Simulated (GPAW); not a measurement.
The compound is CoO (space group R3m, No. 160), taken as a cell listed in the Materials Project, as set up for an electronic-structure calculation.

```cif
data_structure
_symmetry_space_group_name_H-M 'R3m:H'
_symmetry_Int_Tables_number 160
_cell_length_a 3.2044
_cell_length_b 3.2044
_cell_length_c 7.6994
_cell_angle_alpha 90.000
_cell_angle_beta 90.000
_cell_angle_gamma 120.000
_cell_volume 68.47
loop_
_atom_site_label
_atom_site_type_symbol
_atom_site_symmetry_multiplicity
_atom_site_Wyckoff_symbol
_atom_site_fract_x
_atom_site_fract_y
_atom_site_fract_z
_atom_site_occupancy
Co1 Co 3 a 0.33333 0.66667 0.66564 1
O1 O 3 a 0.33333 0.66667 0.41769 1
```

Describe the stacking along c, with columns A (0, 0), B (1/3, 2/3), C (2/3, 1/3) of the hexagonal mesh.

Co(A) – O(C) – Co(C) – O(B) – Co(B) – O(A) (six layers in 7.70 Å).

O layers alone: CBA, the cubic close-packed type.

Co: three tetrahedral sites, counted in one hexagonal cell.

Polytype symbol 3R, the symbol of a tetrahedral polytype (number of double layers in the repeat and lattice).

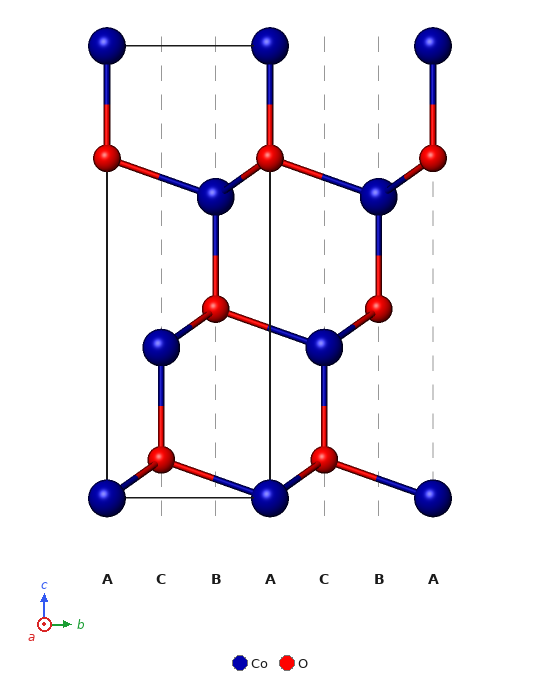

The picture looks along a close-packed row of the hexagonal mesh; c points upwards. The dashed lines mark the three columns A (0, 0), B (1/3, 2/3) and C (2/3, 1/3). The sequence starts with the first layer at or above the cell's origin.
